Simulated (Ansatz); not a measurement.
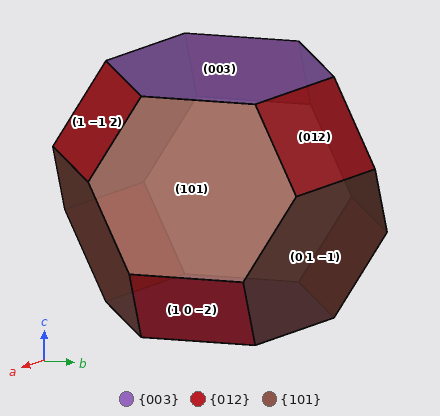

Ru, space group R-3m (No. 166), a = 6.626 Å, b = 6.626 Å, c = 17.462 Å, α = 90.00°, β = 90.00°, γ = 120.00°. Crystal habit computed by the BFDH rule (growth rate of a face proportional to 1/d, systematic absences taken into account). This is a geometric estimate, not an energy calculation. Source: coordinates from a relaxation with Ansatz 0.2.0, DFT r2SCAN, scalar-relativistic, plane waves, PAW; the starting structure was generated, so it need not be a known form of this composition. Forms under 0.4 % of the area are left out.

How many faces does the whole crystal have, by form?

Answer. 14 faces: 6 of {101}, 6 of {012} and 2 of {003}.

Which form makes up most of the surface, and how much?

Answer. {101}, with 6 faces and about 55 % of the area; its spacing is d = 5.452 Å.

Describe the habit.

Answer. It is roughly equant (blocky). Widths along a, b and c stand as 1.00 : 1.00 : 0.77.

List the forms with their spacings and shares.

Answer.
```json
{"form": "{101}", "faces": "6", "d (Å)": "5.452", "share of area (%)": "55.5"}
{"form": "{012}", "faces": "6", "d (Å)": "4.796", "share of area (%)": "22.3"}
{"form": "{003}", "faces": "2", "d (Å)": "5.821", "share of area (%)": "22.2"}
```
